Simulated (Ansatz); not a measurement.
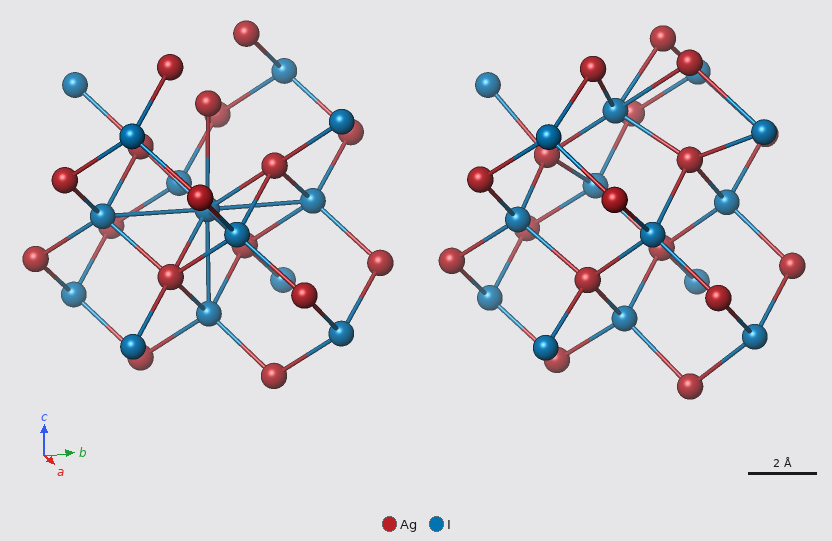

Two geometries of a defect cell of composition Ag$_{33}$I$_{32}$, drawn at one scale. One is the start of a relaxation, the other its converged end. A ball-and-stick model of the atoms within 5.8 Å of the atom that moves most (axes of the cell of the calculation (origin shifted)), seen slightly off an axis.

Level of theory: DFT, PBEsol, PAW, plane waves (Ansatz 0.2.0). (plane-wave cutoff 420 eV; k-point mesh 1 × 1 × 1; mesh shifted by (0.25, 0.25, 0.25); collinear spin; atoms relaxed in a fixed cell; force threshold 0.03 eV/Å; at most 80 steps)

Q: Which geometry has the lower energy?

A: The right one is the relaxed one. After 21 geometry steps the energy has fallen by 3.925 eV per cell of the calculation. The largest force component goes from 2.4 to 0.023 eV/Å. The atom that moves furthest is an I atom (3.00 Å along +c). By element the largest moves are I 3.00 Å, Ag 2.72 Å. The cell stays as it was. Some distances before and after: Ag–Ag 2.791 → 5.962 Å, I–I 3.196 → 6.339 Å, Ag–I 5.392 → 2.804 Å, Ag–I 5.371 → 2.805 Å. New bonds form: Ag–I (4.56 → 3.11 Å), Ag–I (5.37 → 2.80 Å), Ag–I (5.39 → 2.80 Å). Bonds break: Ag–I (2.75 → 5.17 Å), Ag–I (2.78 → 5.17 Å), I–I (3.20 → 6.34 Å). Bond angles that change, for instance: I–Ag–I 179.3° → 101.7°, I–Ag–I 179.7° → 130.2°, I–Ag–I 70.4° → 105.3°. Cost: 89 s on 1 × NVIDIA GB300 Max-Q with 8 threads of Arm Neoverse-V2, peak memory 2.7 GiB.
